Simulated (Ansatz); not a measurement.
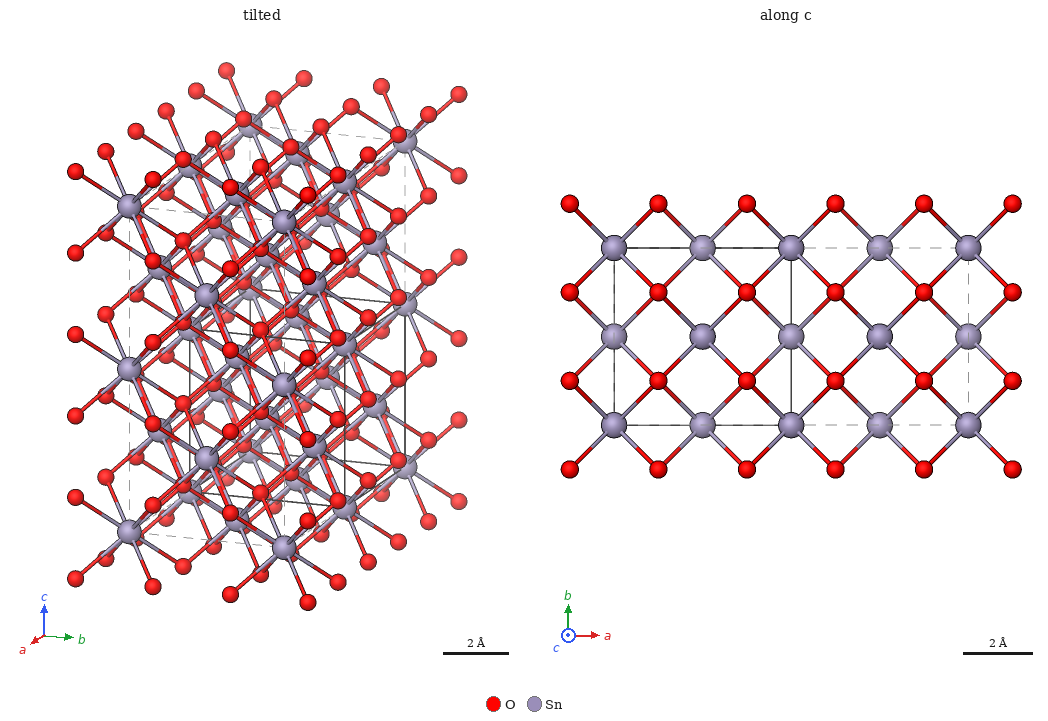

This ball-and-stick model is shown slightly off an axis and along the c axis. A 2×1×2 array of cells is drawn; the drawn cell (a repeat of the simulation cell) has the solid edges. Some atoms of the next cells are drawn as well.

What can be read from this drawing?

The stoichiometry is SnO₂. Strictly the space group is I4/mmm (No. 139, within 0.01 Å). It is a distorted form of a face-centred cubic structure, space group Fm-3m (No. 225) within 0.25 Å: fluorite (CaF₂ type). With Z = 4, the cell contains 4 Sn, 8 O. Each O atom is coordinated by four Sn in a tetrahedral arrangement at about 2.2 Å. The Sn atoms are each bonded to eight O in a cubic arrangement at about 2.2 Å. The bonds build a three-dimensional framework.

It goes back to a structure listed in the Materials Project. The cell was then strained or its atoms displaced on purpose. It was run through Ansatz as a DFT input.
